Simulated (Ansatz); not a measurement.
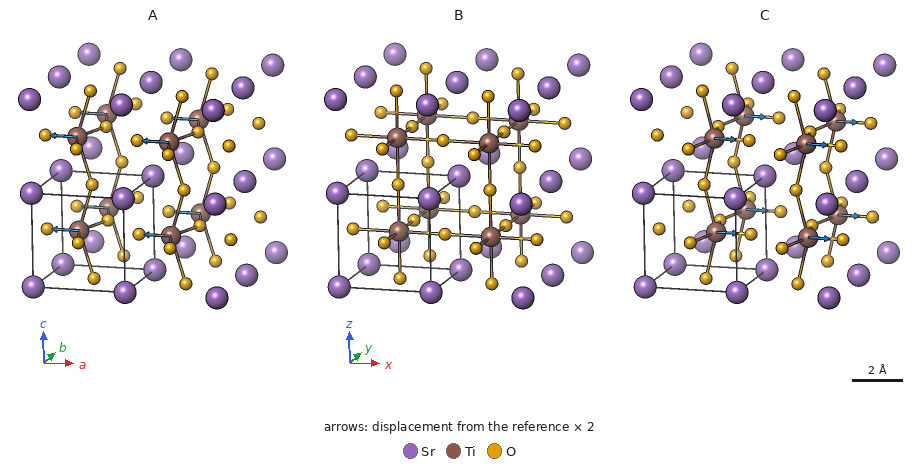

Energy scan for a crystal of SrTiO3 (Pm-3m), in which the Ti atom (one in each cell of 5 atoms) is moved along Cartesian [1 0 0], all else fixed. The picture is a ball-and-stick view of the cell of the calculation, repeated 2 × 2 × 2 with one cell outlined, seen along the b axis, with a slight tilt. Blue arrows: displacements from the reference.

Level of theory: DFT PBE, scalar-relativistic, plane waves, PAW (Ansatz). (plane-wave cutoff 420 eV; k-point mesh 8 × 8 × 8; occupations gaussian; smearing width 0.05 eV; no spin polarisation). Energies (free energies at the smearing named) are counted from the relaxed crystal.

Order these geometries by energy, lowest first.

Answer. Lowest first: B (the displacement 0.00 Å, 0.00 eV/cell), C (the displacement 0.48 Å, 2.13 eV/cell), A (the displacement −0.60 Å, 4.85 eV/cell). Over the whole scan: of the computed points the lowest is at the displacement 0.00 Å, 0.00 eV/cell. The well is symmetric. At the highest point the shortest interatomic distance is 1.37 Å, against 1.97 Å in the reference. The distortion takes the space group from Pm-3m to P4mm.
